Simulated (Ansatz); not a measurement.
Mg2O3: geometry relaxation (part 3 of 3)

Continued. System: Mg2O3 (10 atoms in the cell). Method: DFT PBE, scalar-relativistic, plane waves, PAW, spin-polarised (Ansatz 0.2.0); cutoff 420 eV, 6×6×6 k-mesh, Gaussian smearing of 0.1 eV, collinear spins. The structure was made by swapping elements on the sites of another compound; it need not be a known phase. It belongs to a series of runs on one base structure; here: corundum type (R-3c, No. 167).

Output, continued
```
--- Band table (eV; the first three rows and the last of 64) ---
  k-point 0 ↑: bands = ["-67.4523", "-67.4494", "-67.4488", "-67.4464", "-34.2559", "-34.2463", "-34.2133", "-34.2127", "-34.2127", "-34.2124", "-34.2070", "-34.2070", "-34.1914", "-34.1914", "-34.1882", "-34.1882", "-12.8540", "-11.6577", "-11.6577", "-11.6501", "-11.5848", "-11.5848", "0.4163", "1.2110", "1.3355", "1.3355", "1.4425", "1.4425", "2.0885", "2.0967", "2.7324", "3.3488", "3.3488", "3.6119", "3.6119", "3.6385", "3.6385", "4.1342", "4.1342", "4.1631", "10.3793", "14.2935", "15.7080", "16.7546", "16.7546", "16.8989", "17.0472", "17.0472", "17.2346", "17.2457", "18.3434"]
  k-point 1 ↑: bands = ["-67.4521", "-67.4496", "-67.4486", "-67.4466", "-34.2552", "-34.2467", "-34.2137", "-34.2135", "-34.2123", "-34.2119", "-34.2078", "-34.2055", "-34.1909", "-34.1906", "-34.1903", "-34.1879", "-12.7779", "-11.7556", "-11.6767", "-11.6297", "-11.5987", "-11.5715", "0.5283", "0.9409", "1.1991", "1.3206", "1.3259", "1.8234", "2.3625", "2.4105", "2.8858", "3.1617", "3.3084", "3.4643", "3.5373", "3.6656", "3.6822", "3.8066", "4.0964", "4.1098", "10.8318", "14.5966", "15.3918", "16.0330", "16.1085", "16.6613", "17.0506", "17.2487", "17.4854", "17.5355", "18.0719"]
  k-point 2 ↑: bands = ["-67.4515", "-67.4501", "-67.4482", "-67.4471", "-34.2531", "-34.2480", "-34.2150", "-34.2145", "-34.2121", "-34.2108", "-34.2084", "-34.2023", "-34.1952", "-34.1906", "-34.1892", "-34.1877", "-12.5676", "-11.9782", "-11.6956", "-11.6463", "-11.6013", "-11.5635", "0.6838", "0.9048", "0.9398", "1.2989", "1.4623", "2.3646", "2.5772", "2.7826", "2.9141", "3.0081", "3.0578", "3.2543", "3.4162", "3.5491", "3.6188", "3.7282", "3.9628", "3.9863", "11.9015", "14.4132", "15.2933", "15.3100", "15.4817", "16.5551", "16.9172", "17.2010", "17.5077", "17.6994", "17.9066"]
  k-point 31 ↓: bands = ["-67.4553", "-67.4553", "-67.4517", "-67.4517", "-34.2520", "-34.2520", "-34.2193", "-34.2193", "-34.2157", "-34.2157", "-34.2157", "-34.2157", "-34.1939", "-34.1939", "-34.1939", "-34.1939", "-11.3068", "-11.3068", "-10.5617", "-10.5617", "-10.5617", "-10.5617", "1.8461", "1.8461", "2.4544", "2.4544", "2.4544", "2.4544", "2.8797", "2.8797", "3.9720", "3.9720", "4.0762", "4.0762", "4.0762", "4.0762", "4.9531", "4.9531", "4.9531", "4.9531", "13.0697", "13.0697", "16.5152", "16.5152", "16.9583", "16.9583", "16.9583", "16.9583", "17.6984", "17.6984", "19.6725"]
--- Relaxed structure (5 steps of the walk, 5 accepted, 2 SCFs on fresh bases) ---
  F+E_penalty+E_count = -11101.73943159 eV   max|allowed force component| = 9.141e-3 eV/Å   (the final SCF, on the basis selected at the relaxed cell)
  cell:  # Å, volume = 112.1335 Å³
    - [2.6434242188473887, 1.5261816843339162, 4.63245442637889]
    - [-2.6434242188473887, 1.5261816843339162, 4.63245442637889]
    - [5.467195560657396e-34, -3.0523633686678324, 4.63245442637889]
  atoms:
    - { symbol: Mg, position: [0.8515930265715427, 0.8515930265715427, 0.8515930265715427] }
    - { symbol: Mg, position: [0.6484069734284574, 0.6484069734284574, 0.6484069734284574] }
    - { symbol: Mg, position: [0.14840697342845732, 0.14840697342845732, 0.14840697342845732] }
    - { symbol: Mg, position: [0.3515930265715427, 0.3515930265715427, 0.3515930265715427] }
    - { symbol: O, position: [0.06264147830795797, 0.4373585216920419, 0.75] }
    - { symbol: O, position: [0.7499999999999999, 0.06264147830795797, 0.437358521692042] }
    - { symbol: O, position: [0.43735852169204203, 0.75, 0.06264147830795802] }
    - { symbol: O, position: [0.9373585216920419, 0.5626414783079581, 0.2500000000000001] }
    - { symbol: O, position: [0.24999999999999994, 0.9373585216920419, 0.562641478307958] }
    - { symbol: O, position: [0.562641478307958, 0.2499999999999999, 0.9373585216920419] }
--- Löwdin populations: 10 sites ---
  site symbol       q [e]    m [muB]
     0     Mg      8.4237    -0.0201
     1     Mg      8.4237    -0.0201
     2     Mg      8.4237    -0.0201
     3     Mg      8.4237    -0.0201
     4      O      6.9758     0.6897
     5      O      6.9758     0.6897
     6      O      6.9758     0.6897
     7      O      6.9758     0.6897
     8      O      6.9758     0.6897
     9      O      6.9758     0.6897
  spilling = 0.005927 (of n_electrons = 76.000000)
```

File populations.tsv
```
# site	symbol	l	j	q_up	q_dn
# orbitals = lowdin
# n_electrons = 76.000000
# spilling = 0.005927
0	Mg	0_2S	-	0.998671	0.998645
0	Mg	0_3S	-	0.203192	0.223356
0	Mg	1_2P	-	2.999919	2.999882
1	Mg	0_2S	-	0.998671	0.998645
1	Mg	0_3S	-	0.203192	0.223356
1	Mg	1_2P	-	2.999919	2.999882
2	Mg	0_2S	-	0.998671	0.998645
2	Mg	0_3S	-	0.203192	0.223356
2	Mg	1_2P	-	2.999919	2.999882
3	Mg	0_2S	-	0.998671	0.998645
3	Mg	0_3S	-	0.203192	0.223356
3	Mg	1_2P	-	2.999919	2.999882
4	O	0_2S	-	0.946633	0.942438
4	O	1_2P	-	2.886145	2.200599
5	O	0_2S	-	0.946633	0.942438
5	O	1_2P	-	2.886145	2.200599
6	O	0_2S	-	0.946633	0.942438
6	O	1_2P	-	2.886145	2.200599
7	O	0_2S	-	0.946633	0.942438
7	O	1_2P	-	2.886145	2.200599
8	O	0_2S	-	0.946633	0.942438
8	O	1_2P	-	2.886145	2.200599
9	O	0_2S	-	0.946633	0.942438
9	O	1_2P	-	2.886145	2.200599
```

Trajectory as extended XYZ (Å, eV, eV/Å), 7 frames, from step=1 to step=7
```
10
Lattice="2.6851 1.5502 4.8872 -2.6851 1.5502 4.8872 0.0000 -3.1004 4.8872" Properties=species:S:1:pos:R:3:forces:R:3 step=1 energy=-11101.45437 pressure_GPa=-7.43
Mg    0.0000    0.0000   12.4944    0.0000   0.0000  -0.1557
Mg    0.0000    0.0000    9.4981    0.0000   0.0000   0.1557
Mg    0.0000    0.0000    2.1673    0.0000   0.0000   0.1557
Mg    0.0000    0.0000    5.1636    0.0000   0.0000  -0.1557
O    -1.0405   -1.5502    6.1090    0.1954   0.0000   0.0000
O     1.8628   -0.1260    6.1090   -0.0977   0.1693   0.0000
O    -0.8223    1.6762    6.1090   -0.0977  -0.1693   0.0000
O     1.0405    1.5502    8.5526   -0.1954   0.0000   0.0000
O    -1.8628    0.1260    8.5526    0.0977  -0.1693   0.0000
O     0.8223   -1.6762    8.5526    0.0977   0.1693   0.0000
10
Lattice="2.6677 1.5402 4.7530 -2.6677 1.5402 4.7530 0.0000 -3.0804 4.7530" Properties=species:S:1:pos:R:3:forces:R:3 step=2 energy=-11101.68206 pressure_GPa=-4.04
Mg    0.0000    0.0000   12.1276    0.0000   0.0000   0.0568
Mg    0.0000    0.0000    9.2609    0.0000   0.0000  -0.0568
Mg    0.0000    0.0000    2.1314    0.0000   0.0000  -0.0568
Mg    0.0000    0.0000    4.9981    0.0000   0.0000   0.0568
O    -1.0021   -1.5402    5.9413    0.0417   0.0000   0.0000
O     1.8349   -0.0977    5.9413   -0.0209   0.0361   0.0000
O    -0.8328    1.6380    5.9413   -0.0209  -0.0361   0.0000
O     1.0021    1.5402    8.3178   -0.0417   0.0000   0.0000
O    -1.8349    0.0977    8.3178    0.0209  -0.0361   0.0000
O     0.8328   -1.6380    8.3178    0.0209   0.0361   0.0000
10
Lattice="2.6322 1.5197 4.6633 -2.6322 1.5197 4.6633 0.0000 -3.0394 4.6633" Properties=species:S:1:pos:R:3:forces:R:3 step=3 energy=-11101.76155 pressure_GPa=0.65
Mg    0.0000    0.0000   11.9045    0.0000   0.0000   0.0111
Mg    0.0000    0.0000    9.0803    0.0000   0.0000  -0.0111
Mg    0.0000    0.0000    2.0854    0.0000   0.0000  -0.0111
Mg    0.0000    0.0000    4.9096    0.0000   0.0000   0.0111
O    -0.9866   -1.5197    5.8291    0.0188   0.0000   0.0000
O     1.8094   -0.0945    5.8291   -0.0094   0.0163   0.0000
O    -0.8228    1.6142    5.8291   -0.0094  -0.0163   0.0000
O     0.9866    1.5197    8.1608   -0.0188   0.0000   0.0000
O    -1.8094    0.0945    8.1608    0.0094  -0.0163   0.0000
O     0.8228   -1.6142    8.1608    0.0094   0.0163   0.0000
10
Lattice="2.6380 1.5231 4.6707 -2.6380 1.5231 4.6707 0.0000 -3.0461 4.6707" Properties=species:S:1:pos:R:3:forces:R:3 step=4 energy=-11101.76037 pressure_GPa=-0.02
Mg    0.0000    0.0000   11.9232    0.0000   0.0000   0.0154
Mg    0.0000    0.0000    9.0950    0.0000   0.0000  -0.0154
Mg    0.0000    0.0000    2.0889    0.0000   0.0000  -0.0154
Mg    0.0000    0.0000    4.9171    0.0000   0.0000   0.0154
O    -0.9868   -1.5231    5.8384    0.0048   0.0000   0.0000
O     1.8124   -0.0930    5.8384   -0.0024   0.0041   0.0000
O    -0.8256    1.6161    5.8384   -0.0024  -0.0041   0.0000
O     0.9868    1.5231    8.1738   -0.0048   0.0000   0.0000
O    -1.8124    0.0930    8.1738    0.0024  -0.0041   0.0000
O     0.8256   -1.6161    8.1738    0.0024   0.0041   0.0000
10
Lattice="2.6380 1.5231 4.6707 -2.6380 1.5231 4.6707 0.0000 -3.0461 4.6707" Properties=species:S:1:pos:R:3:forces:R:3 step=5 energy=-11101.73855 pressure_GPa=-0.41
Mg    0.0000    0.0000   11.9232    0.0000   0.0000   0.0147
Mg    0.0000    0.0000    9.0950    0.0000   0.0000  -0.0147
Mg    0.0000    0.0000    2.0889    0.0000   0.0000  -0.0147
Mg    0.0000    0.0000    4.9171    0.0000   0.0000   0.0147
O    -0.9868   -1.5231    5.8384    0.0040   0.0000   0.0000
O     1.8124   -0.0930    5.8384   -0.0020   0.0035   0.0000
O    -0.8256    1.6161    5.8384   -0.0020  -0.0035   0.0000
O     0.9868    1.5231    8.1738   -0.0040   0.0000   0.0000
O    -1.8124    0.0930    8.1738    0.0020  -0.0035   0.0000
O     0.8256   -1.6161    8.1738    0.0020   0.0035   0.0000
10
Lattice="2.6434 1.5262 4.6325 -2.6434 1.5262 4.6325 0.0000 -3.0524 4.6325" Properties=species:S:1:pos:R:3:forces:R:3 step=6 energy=-11101.74081 pressure_GPa=-0.03
Mg    0.0000    0.0000   11.8349    0.0000   0.0000   0.0008
Mg    0.0000    0.0000    9.0111    0.0000   0.0000  -0.0008
Mg    0.0000    0.0000    2.0625    0.0000   0.0000  -0.0008
Mg    0.0000    0.0000    4.8862    0.0000   0.0000   0.0008
O    -0.9905   -1.5262    5.7906    0.0092   0.0000   0.0000
O     1.8170   -0.0947    5.7906   -0.0046   0.0079   0.0000
O    -0.8264    1.6209    5.7906   -0.0046  -0.0079   0.0000
O     0.9905    1.5262    8.1068   -0.0092   0.0000   0.0000
O    -1.8170    0.0947    8.1068    0.0046  -0.0079   0.0000
O     0.8264   -1.6209    8.1068    0.0046   0.0079   0.0000
10
Lattice="2.6434 1.5262 4.6325 -2.6434 1.5262 4.6325 0.0000 -3.0524 4.6325" Properties=species:S:1:pos:R:3:forces:R:3 step=7 energy=-11101.73943 pressure_GPa=-0.05
Mg    0.0000    0.0000   11.8349    0.0000   0.0000   0.0007
Mg    0.0000    0.0000    9.0111    0.0000   0.0000  -0.0007
Mg    0.0000    0.0000    2.0625    0.0000   0.0000  -0.0007
Mg    0.0000    0.0000    4.8862    0.0000   0.0000   0.0007
O    -0.9905   -1.5262    5.7906    0.0091   0.0000   0.0000
O     1.8170   -0.0947    5.7906   -0.0046   0.0079   0.0000
O    -0.8264    1.6209    5.7906   -0.0046  -0.0079   0.0000
O     0.9905    1.5262    8.1068   -0.0091   0.0000   0.0000
O    -1.8170    0.0947    8.1068    0.0046  -0.0079   0.0000
O     0.8264   -1.6209    8.1068    0.0046   0.0079   0.0000
```

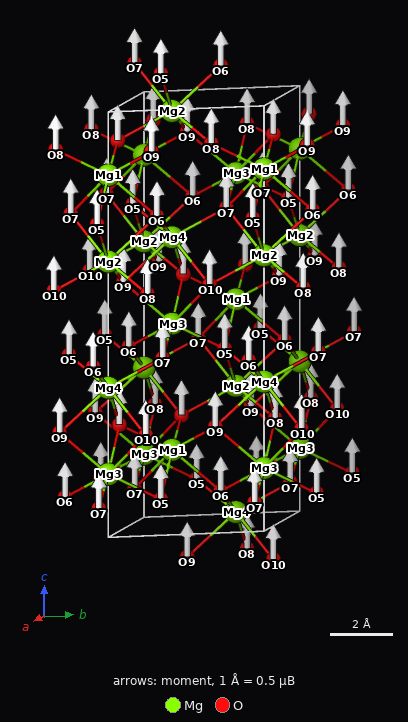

Magnetic moments of the sites as white arrows (ball-and-stick view of the cell 3 times as large as that of the calculation, set on its symmetry axes, seen slightly off an axis; bonded neighbours outside the cell are drawn too; atoms are numbered from 1 in the order of the input); small moments hardly show. The run is collinear, so the axis drawn is arbitrary. Site moments: all 6 O atoms (0.60 μB). They are counted near the atoms and needn't add up to the moment of the cell.

The run was set up as follows.

Input
```yaml
crystal:
  lattice:
    - [2.6850685501, 1.5502250502, 4.8872279795]
    - [-2.6850685501, 1.5502250502, 4.8872279795]
    - [0.0, -3.1004501004, 4.8872279795]
  atoms:
    - { symbol: Mg, position: [0.85218, 0.85218, 0.85218] }
    - { symbol: Mg, position: [0.64782, 0.64782, 0.64782] }
    - { symbol: Mg, position: [0.14782, 0.14782, 0.14782] }
    - { symbol: Mg, position: [0.35218, 0.35218, 0.35218] }
    - { symbol: O, position: [0.05625, 0.44375, 0.75], spin: 0.67 }
    - { symbol: O, position: [0.75, 0.05625, 0.44375], spin: 0.67 }
    - { symbol: O, position: [0.44375, 0.75, 0.05625], spin: 0.67 }
    - { symbol: O, position: [0.94375, 0.55625, 0.25], spin: 0.67 }
    - { symbol: O, position: [0.25, 0.94375, 0.55625], spin: 0.67 }
    - { symbol: O, position: [0.55625, 0.25, 0.94375], spin: 0.67 }
basis:
  ecutwfc: 420
kpoints:
  mp_grid: { grid: [6, 6, 6] }
hamiltonian:
  xc: pbe
scf:
  occupations: { method: gaussian, width: 0.1 }
  lower_state_search: "off"
output:
  forces: true
  stress: true
  eigenvalues: true
  populations: true
magnetization:
  spin_polarized: true
relax:
  adjacent_minimum: "off"
  f_tol: 0.04
  max_steps: 70
  cell: { stress_tol: 0.4 }
```

Run as:
```bash
ansatz run input.yaml --threads 1 --pin off --max-ram 2560MiB --backend cpu --events-out ev --progress --plain --runs-dir out
```

Key numbers

| quantity | value |
| --- | --- |
| outcome | converged |
| space group (tolerance 0.01 Å) | R-3c (167) |
| electrons treated | 76 |
| free energy | −11101.7394 eV |
| Fermi energy | 4.621 eV |
| gap on the k-point mesh | none (metallic) |
| net moment of the cell | 4.00 μB |
| integrated absolute moment | 4.14 μB |
| pressure | −0.05 GPa |
| final volume | 112.13 Å³ |
| largest force (length of the vector) at the end | 0.009 eV/Å |
| final cell | a = 5.548 Å, b = 5.548 Å, c = 5.548 Å, α = 56.91°, β = 56.91°, γ = 56.91° |
| hardware | 1 thread of Intel Xeon @ 2.90GHz (Ice Lake), 192 GiB of memory available, shared host |
| wall time | 2.4 min |
| peak memory | 0.62 GiB |
